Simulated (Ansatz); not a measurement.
## TaN: single-point calculation

TaN (P1, 2 atoms in the cell), computed with DFT r2SCAN, scalar-relativistic, plane waves, PAW, no spin polarisation (Ansatz 0.2.0).

The structure derives from an entry of the Crystallography Open Database. It belongs to a series of runs on one base structure; here: atom 2 (N) moved by (-0.300, -0.150) A along [1 1 0] and z. Figures and captions count atoms from 1; the log counts them from 0 in places.

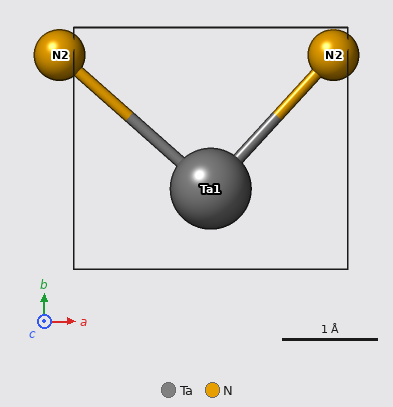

Fig. 1: The input geometry (ball-and-stick view of the cell of the calculation, set on other vectors, along the c axis; atoms are numbered from 1 in the order of the input).

Summary:

- outcome: converged
- space group (tolerance 0.01 Å): P1 (1)
- electrons treated: 18
- free energy: −10330.9524 eV
- Fermi energy: 20.408 eV
- gap on the k-point mesh: none (metallic)
- pressure: 19.20 GPa
- largest force (length of the vector): 5.583 eV/Å
- hardware: 1 thread of Oxide Virtual Turin-like (Zen 5), 32 GiB of memory available, shared host
- wall time: 2.2 min
- peak memory: 1.4 GiB

Remarks:

Spin–orbit coupling is left out, which matters for Ta.

The input:
```yaml
crystal:
  lattice:
    - [2.9379988584, 0.0, 0.0]
    - [-1.4689994292, 2.5443816477, 0.0]
    - [0.0, 0.0, 2.883]
  atoms:
    - { symbol: Ta, position: [0.3333333333, 0.6666666667, 0.5] }
    - { symbol: "N", position: [-0.1138892619, -0.0833727262, -0.0520291363] }
basis:
  ecutwfc: 500
kpoints:
  mp_grid: { grid: [18, 18, 16] }
hamiltonian:
  xc: r2scan
scf:
  occupations: { method: gaussian, width: 0.15 }
output:
  forces: true
  stress: true
  eigenvalues: true
  write_density: true
  write_potential: true
  elf: true
  volumetric_format: npy
```

Launch command:
```bash
ansatz run input.yaml --threads 1 --pin off --max-ram 2560MiB --backend cpu --events-out ev --progress --plain --runs-dir out
```

Log:
```
Engine: ansatz 0.2.0, x86_64-unknown-linux-gnu
Pseudopotentials: kind: paw
Pseudopotential: Ta, paw, valence charge 13, recommended cutoff 500 eV (meta_gga), Ta.paw.azcp
Pseudopotential: N, paw, valence charge 5, recommended cutoff 500 eV (meta_gga), N.paw.azcp
Functional definition: r2SCAN
  parameter k0 = 0.174
  parameter k1 = 0.065
  parameter a1 = 4.9479
  exchange = r2scan_x(k0 = k0, k1 = k1, a1 = a1)
  correlation = r2scan_c
Crystal: 2 atoms, lattice volume = 21.552 Å³
Basis set: ecut = 500 eV, 551 PW (Γ), exchange–correlation on 96×96×96 points (64 copies of the dense FFT grid, shifted against one another)
Bands: 13, of which v1, the nominal top of the filled ones, is band 9 counted from 1 (8 counted from 0)
Symmetry: 1 space group operations
Space group: P1 (ITA 1), of the structure as read, at distance tolerance 2.8e-5 Å
k-points: 2596 of 5184 (time reversal used)
Non-local potential: Ta, projectors of the file, l = 0: 3, l = 1: 2, l = 2: 2, l = 3: 1
Non-local potential: N, projectors of the file, l = 0: 2, l = 1: 2, l = 2: 1
PAW form: soft (Blöchl's): semilocal exchange-correlation on the pseudo side does not see the compensation charge
PAW frozen core: Ta, regenerated for the run's functional (the file was generated under x = pbe(κ = 0.804, μ = 0.2195149727645171), c = pbe(β = 0.06672455060314922))
PAW frozen core: N, regenerated for the run's functional (the file was generated under x = pbe(κ = 0.804, μ = 0.2195149727645171), c = pbe(β = 0.06672455060314922))
PAW one-centre angular grid: Ta, 590 points (default); XC on 160 Gauss nodes
PAW one-centre angular grid: N, 302 points (default); XC on 160 Gauss nodes
Initial density: superposition of atomic densities (neutral atoms: chi_scale 0, normalization atom), corrected by the library's trained network
Initial wavefunctions: pseudopotential atomic-orbital guess
Functional: x = r2scan, c = r2scan; τ floored in thin density (d = 2e-4 eV/Å³)
SCF iter   1: F=—  HF=-10330.847655 eV  |F-HF|=—  |Δ(HF+E_count)|=         —  Δρ=1.23e-2  dr2=1.33e-2  dr2_τ=1.47e-1  ethr=1.77e-3  ⟨swp⟩=5.7  Hψ=188283  notcnv=0
preconditioner: auto → none  [metal: Δε(μ)=0.027 eV  Ē_g=11.747 eV  σ=0.150 eV  W_gap=0.10  n_scr=8 (ndim 8)  ℏωp=25.3 eV  f_vac=0.000  D(μ)=0.07/eV (n_scr^D=0)  sad-step TF]
SCF iter   2: F=—  HF=-10330.948382 eV  |F-HF|=—  |Δ(HF+E_count)|=   1.01e-1  Δρ=9.38e-3  dr2=1.09e-2  dr2_τ=6.68e-4  ethr=7.39e-5  ⟨swp⟩=2.0  Hψ=77894  notcnv=0
SCF iter   3: F=—  HF=-10330.953160 eV  |F-HF|=—  |Δ(HF+E_count)|=   4.78e-3  Δρ=5.42e-3  dr2=5.21e-3  dr2_τ=7.58e-4  ethr=6.07e-5  ⟨swp⟩=2.0  Hψ=46709  notcnv=0
SCF iter   4: F=—  HF=-10330.952604 eV  |F-HF|=—  |Δ(HF+E_count)|=   5.56e-4  Δρ=2.54e-3  dr2=1.44e-3  dr2_τ=1.00e-4  ethr=2.89e-5  ⟨swp⟩=2.0  Hψ=42946  notcnv=0
SCF iter   5: F=—  HF=-10330.952391 eV  |F-HF|=—  |Δ(HF+E_count)|=   2.13e-4  Δρ=8.52e-4  dr2=1.50e-4  dr2_τ=1.01e-5  ethr=7.98e-6  ⟨swp⟩=2.0  Hψ=42276  notcnv=0
SCF iter   6: F=—  HF=-10330.952375 eV  |F-HF|=—  |Δ(HF+E_count)|=   1.67e-5  Δρ=7.26e-5  dr2=1.14e-6  dr2_τ=1.12e-7  ethr=8.35e-7  ⟨swp⟩=2.0  Hψ=45755  notcnv=0
SCF iter   7: F=—  HF=-10330.952375 eV  |F-HF|=—  |Δ(HF+E_count)|=   2.01e-8  Δρ=2.22e-5  dr2=1.17e-7  dr2_τ=8.53e-9  ethr=6.36e-9  ⟨swp⟩=2.1  Hψ=46854  notcnv=0
SCF iter   8: F=-10330.952375 eV  HF=-10330.952375 eV  |F-HF|=1.69e-9  |Δ(HF+E_count)|=   1.95e-8  Δρ=4.09e-6  dr2=3.27e-9  dr2_τ=2.25e-10  ethr=5.56e-10  ⟨swp⟩=8.7  Hψ=199943  notcnv=0
SCF 1 converged in 8 iterations: F = -10330.952375 eV  dr2 = 3.27e-9
  greatest PAW one-centre occupation: 0.998 electrons in one spin orbital (limit 2), on the Ta atom at site 0 (counted from 0), in its partial waves of l = 0
```

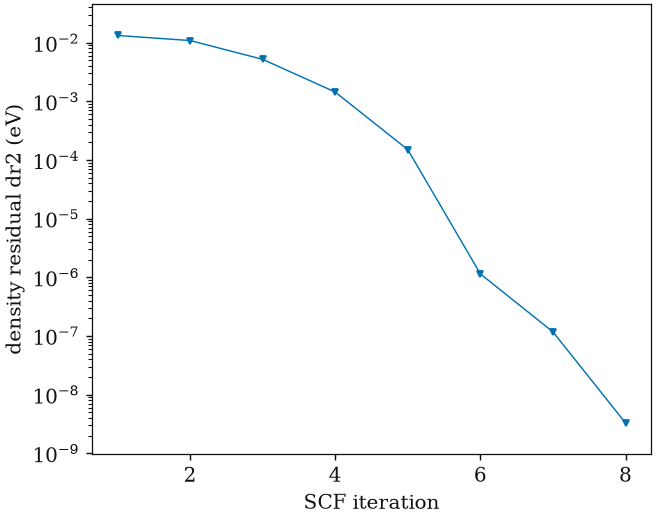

Fig. 2: Convergence of the self-consistent field: density residual dr2 against the SCF iteration. The residual falls at every step.

```
SCF converged after 8 iterations
Free energy (F): -10330.952375 eV
Harris-Foulkes:  -10330.952375 eV  (|F-HF|=1.69e-9)
Internal energy: -10330.951702 eV  (E = F + TS)
E sigma→0 (E₀):  -10330.952038 eV
Entropy (-TS):   -0.000673 eV (-0.336 meV/atom)
Fermi energy:    20.408381 eV
--- Per-component energies (eV) ---
  E_band       = -68.342724
  E_kinetic    = 504.407772
  E_local      = -626.222292  (includes V_loc(G=0)·N_el)
  E_nonlocal   = 60.791183
  E_hartree    = 213.732358
  E_xc         = -266.331287
  E_vxc        = -309.339238  (∫ρ·V_xc dr)
  E_paw        = -8552.849774  (= ΣΔE_a)
  E_vpaw       = -141.385113  (= ΣTr[D̂ρ^β])
  E_aug_tail   = 0.000103  (compensation charges beyond the density's cutoff)
  E_vtau       = 15.940518  (kinetic-family band-sum trace: ∫τ·v_τ [+ j·A + Jᵃ·Aᵃ] dr)
  E_ewald      = -1663.693919
  E_core_change = -0.785845  (= ΣΔE_core)
  E_smearing   = -0.000673  (= −TS)
  E_closure    = -0.000000  (closes the sum)
  Σ components = -10330.952375   (vs F -10330.952375, Δ=0.00e0)
--- Forces (eV/Å), atoms counted from 1 ---
  atom   1  Ta    -3.74245110    -2.91324876    -2.94603648
  atom   2  N      3.74246667     2.91325519     2.94605875
  max |Σ_I F_I| component: 2.23e-5 eV/Å
--- Stress (GPa, compression-positive) ---
       19.795976       8.680569      16.767088
        8.680567       8.660616      11.178920
       16.767084      11.178925      29.140557
  P = ⅓ Tr σ = 19.1990 GPa (191.990 kbar)
--- Band table (eV; the first three rows and the last of 2596) ---
  k-point 0: bands = ["-50.0952", "-15.8684", "-15.5709", "-15.5360", "1.4288", "14.3060", "15.0598", "15.9264", "18.1334", "20.9310", "23.7434", "24.7001", "25.0117"]
  k-point 1: bands = ["-50.0931", "-15.9082", "-15.5681", "-15.5334", "1.5119", "14.2144", "15.1101", "15.8630", "18.2178", "20.8604", "23.5665", "24.4975", "25.1901"]
  k-point 2: bands = ["-50.0870", "-16.0214", "-15.5587", "-15.5258", "1.7517", "13.8982", "15.2640", "15.7241", "18.4900", "20.6550", "23.3657", "24.0421", "25.0780"]
  k-point 2595: bands = ["-49.9587", "-16.5987", "-16.4447", "-15.6972", "3.3865", "12.5578", "13.5801", "14.6525", "19.7245", "23.3064", "25.6411", "26.2877", "27.5248"]
```

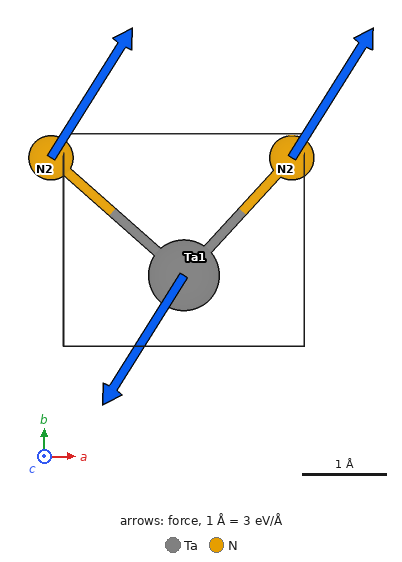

Fig. 3: Forces on the atoms as blue arrows (ball-and-stick view of the cell of the calculation, set on other vectors, along the c axis; atoms are numbered from 1 in the order of the input). The largest act on N2 (5.58 eV/Å); Ta1 (5.58 eV/Å). The geometry is not a stationary point of this energy.

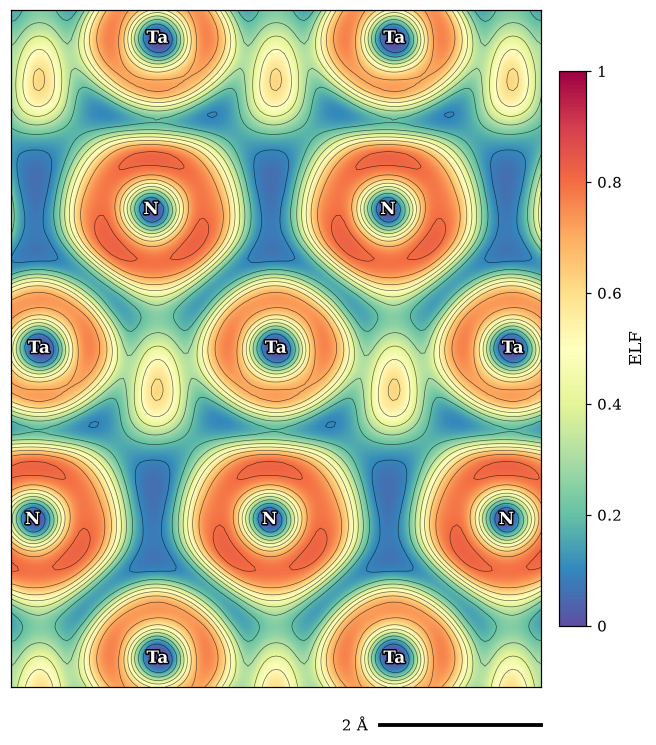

Fig. 4: Electron localisation function on the (110) plane of the conventional cell. The section cuts through Ta and N sites. Ta–N (2.13 Å): the ELF is about 0.20 at the midpoint (a polar contact without a shared pair, in a metal). Ta–N (2.21 Å): the ELF is about 0.20 at the midpoint; no shared pair; the contact is polar. Ta–Ta (2.94 Å): the ELF is about 0.40 at the midpoint (no shared electron pair). The strong features right at Ta lie inside the PAW spheres (semicore, d or f shells) and say nothing about bonding. The fields are those of the smooth PAW valence density.
